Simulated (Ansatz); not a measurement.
# Calculations on CsSnBr3

**1. Relaxation**

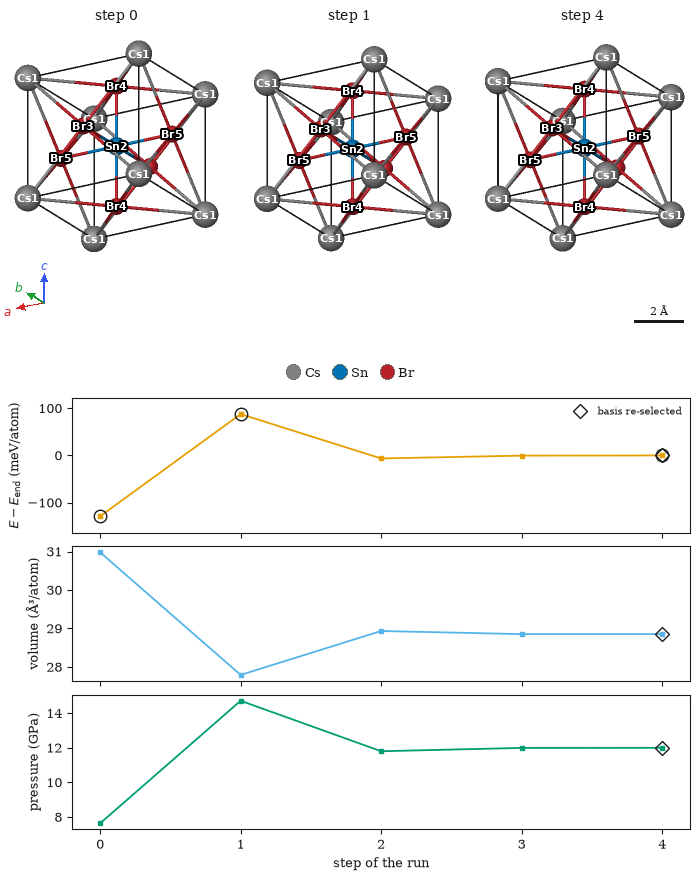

Frames of a relaxation of solid CsSnBr3 (set up in Pm-3m), marked on the history of the run. The picture is a ball-and-stick view of the cell of the calculation, seen from a free direction.

Case: relaxed at 12 GPa.

Method: Ansatz 0.2.0, DFT PBEsol, scalar-relativistic, plane waves, PAW. Set-up: plane-wave cutoff 420 eV; k-point mesh 8 × 8 × 8; occupations gaussian; smearing width 0.1 eV; target pressure 12 GPa; no spin polarisation; cell and atoms relaxed; force threshold 0.008 eV/Å; at most 50 steps.

Question: Describe the path.

Answer: The energy rises by 129 meV per atom in 3 accepted moves (4 points after the start). With the target pressure of 12 GPa, the enthalpy E + pV changes by −30.5 meV per atom. All forces vanish by symmetry, so only the cell relaxes. The pressure goes from 7.63 to 12.00 GPa. At 1 point the geometry stayed and the basis and grid were re-selected for the new cell (energy shift of 0.4 meV per atom at most each time). No atom moves by more than 0.005 Å relative to the cell. Cell: a = b = c 5.371 → 5.245 Å (−2.3 %). Volume −6.9 %. Among the contacts that change: Cs1–Br3 3.798 → 3.709 Å, Sn2–Br3 2.685 → 2.622 Å. The space group stays Pm-3m (No. 221). From step 0 to 1: volume −10.3 %, energy +216 meV per atom. From step 1 to 4: volume +3.8 %, energy −87.6 meV per atom.

**2. Relaxation**

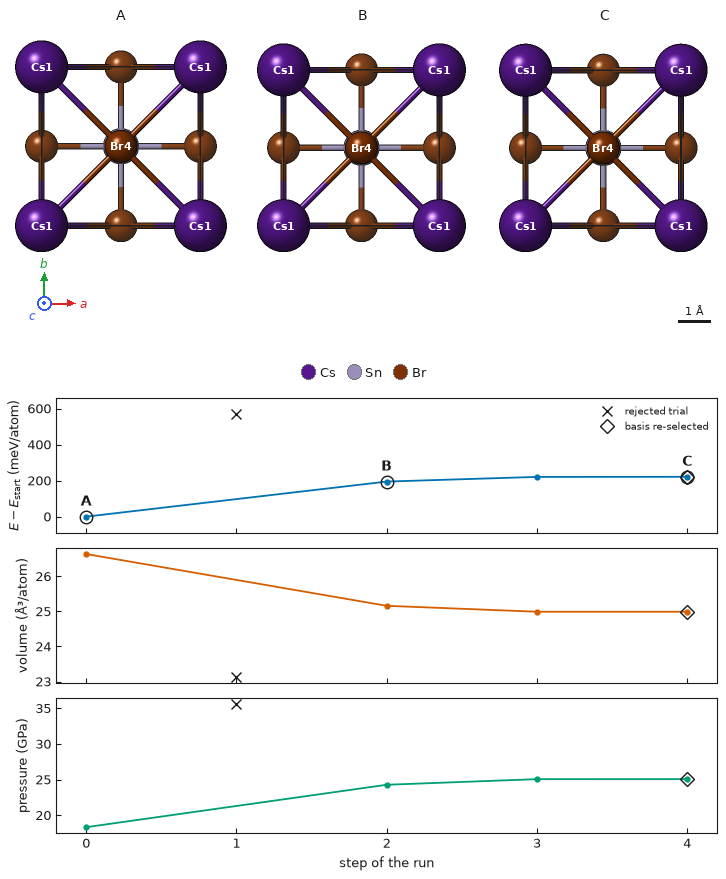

Frames of a relaxation of a crystal of CsSnBr3 (set up in Pm-3m), marked on the history of the run. A ball-and-stick model of the cell of the calculation, seen along the c axis.

Case: relaxed at 25 GPa.

All numbers below come from DFT PBEsol, scalar-relativistic, plane waves, PAW in Ansatz 0.2.0.

Input file:
```yaml
crystal:
  lattice:
    - [5.1067177113, 0.0, 0.0]
    - [0.0, 5.1067177113, 0.0]
    - [0.0, 0.0, 5.1067177113]
  atoms:
    - { symbol: Cs, position: [0.0, 0.0, 0.0] }
    - { symbol: Sn, position: [0.5, 0.5, 0.5] }
    - { symbol: Br, position: [0.5, 0.0, 0.5] }
    - { symbol: Br, position: [0.5, 0.5, 0.0] }
    - { symbol: Br, position: [0.0, 0.5, 0.5] }
basis:
  ecutwfc: 420
kpoints:
  mp_grid: { grid: [8, 8, 8] }
hamiltonian:
  xc: pbesol
scf:
  occupations: { method: gaussian, width: 0.1 }
output:
  forces: true
  stress: true
  eigenvalues: true
relax:
  adjacent_minimum: "off"
  f_tol: 0.008
  max_steps: 50
  cell: { stress_tol: 0.08, p_target: 25.0 }
```

Run as
```bash
ansatz run input.yaml --threads 1 --pin off --max-ram 2560MiB --backend cpu --events-out ev --progress --plain --runs-dir out
```

What happens along the run?

Answer. No atom moves by more than 0.005 Å relative to the cell. Cell: a = b = c 5.107 → 4.999 Å (−2.1 %). Volume −6.2 %. Among the contacts that change: Cs1–Br3 3.611 → 3.535 Å, Sn2–Br3 2.553 → 2.500 Å. The space group stays Pm-3m (No. 221). The energy rises by 221 meV per atom in 2 accepted moves (4 points after the start). With the target pressure of 25 GPa, the enthalpy E + pV changes by −35.6 meV per atom. All forces vanish by symmetry, so only the cell relaxes. Pressure: 18.33 GPa at the start and 25.06 GPa at the end. The line search rejected the trial step at point 1 of the run. The SCF was repeated once at an unchanged geometry on a basis and grid sized afresh for the cell, which shifted the energy by 0.4 meV per atom at most. From step 0 to 2: volume −5.5 %, energy +195 meV per atom. From step 2 to 4: volume −0.7 %, energy +26.4 meV per atom.

```
step  E − E(0), meV/atom  pressure, GPa  volume, Å³/atom                      note
   0                0.00          18.33           26.635                          
   1              568.77          35.57           23.129                  rejected
   2              194.57          24.27           25.159                          
   3              220.52          25.06           24.991                          
   4              220.96          25.06           24.991  same geometry, new basis
```

**3. A change**

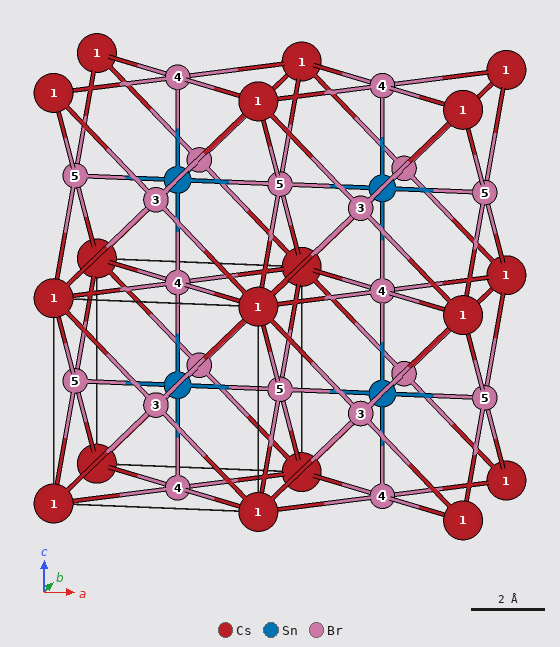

Reference structure: a crystal of CsSnBr$_{3}$ (set up in Pm-3m). The picture is a ball-and-stick view of the cell of the calculation, repeated 2 × 1 × 2 with one cell outlined, seen slightly off an axis.

Level of theory: DFT PBEsol, scalar-relativistic, plane waves, PAW in Ansatz 0.2.0. (plane-wave cutoff 420 eV; occupations gaussian; no spin polarisation) The k-mesh is chosen for each cell (6×6×6, 8×8×8). Smearing widths differ between the runs.

The variant: The crystal is put under a hydrostatic pressure of 90 GPa. Cell and atoms are relaxed at that pressure.

Question: Predict the response.

Answer: Energy change: +2847 meV per atom. (The two runs use different k-meshes.) Pressure: 0.0 GPa before, 90.0 GPa after. The drawn cell changes as follows: a = b = c 5.763 → 4.499 Å (−21.9 %); the volume changes by −52.4 %. No atom moves by more than 0.005 Å relative to the cell. Some distances before and after: Br–Cs 4.075 → 3.181 Å, Br–Sn 2.881 → 2.249 Å. The space group stays Pm-3m (No. 221).

The changed structure in the same view:

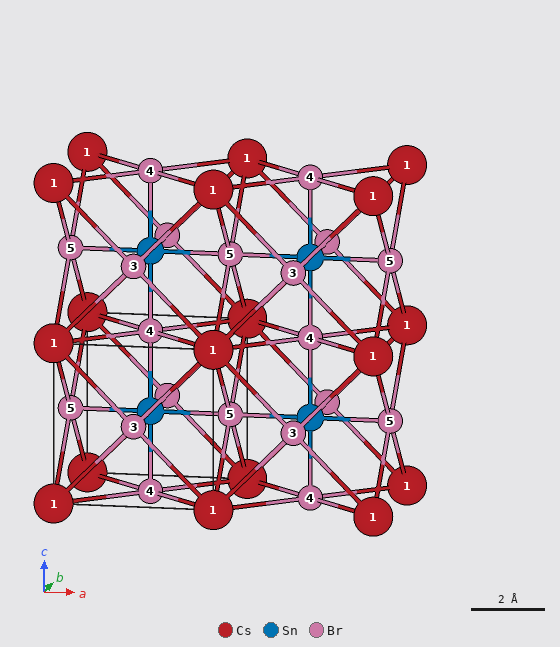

**4. Series**

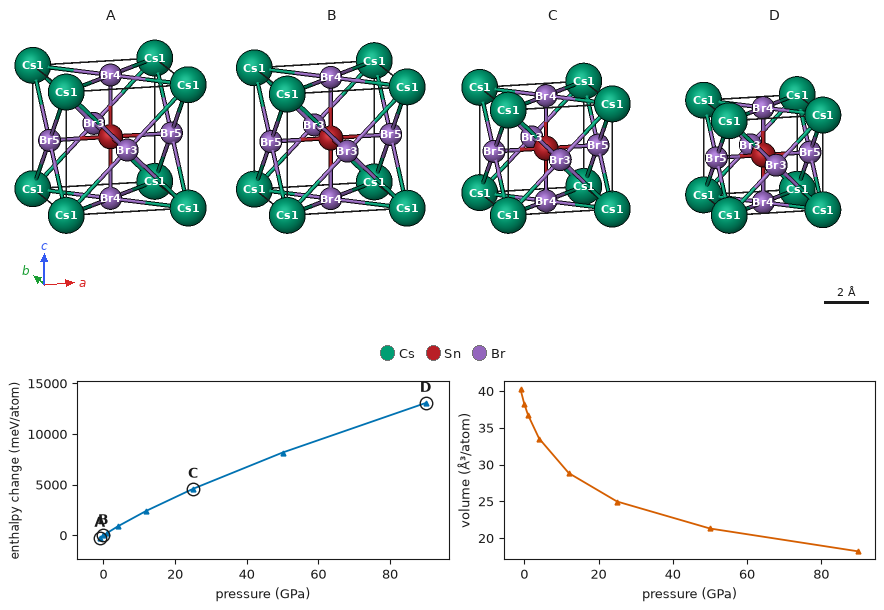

Members of a series of calculations on crystalline CsSnBr$_{3}$ (set up in Pm-3m), marked on the first curve. A ball-and-stick model of the cell of the calculation, seen slightly off an axis.

Theory: Ansatz, DFT PBEsol, scalar-relativistic, plane waves, PAW. (plane-wave cutoff 420 eV; occupations gaussian; no spin polarisation) The k-mesh is chosen for each cell (6×6×6, 8×8×8). Smearing widths differ between the runs.

How does the crystal respond to pressure?

Answer. The structure is relaxed at several pressures. A (pressure −1.0 GPa): enthalpy change −245 meV/atom, volume 40.23 Å³ per atom. B (pressure 0.0 GPa): enthalpy change 0.0 meV/atom, volume 38.28 Å³ per atom. C (pressure 25.0 GPa): enthalpy change 4597 meV/atom, volume 24.99 Å³ per atom. D (pressure 90.0 GPa): enthalpy change 13075 meV/atom, volume 18.21 Å³ per atom. The rest compares A with D. The drawn cell changes as follows: a = b = c 5.859 → 4.499 Å (−23.2 %); the volume changes by −54.7 %. Some distances before and after: Br–Cs 4.143 → 3.181 Å, Br–Sn 2.930 → 2.249 Å.
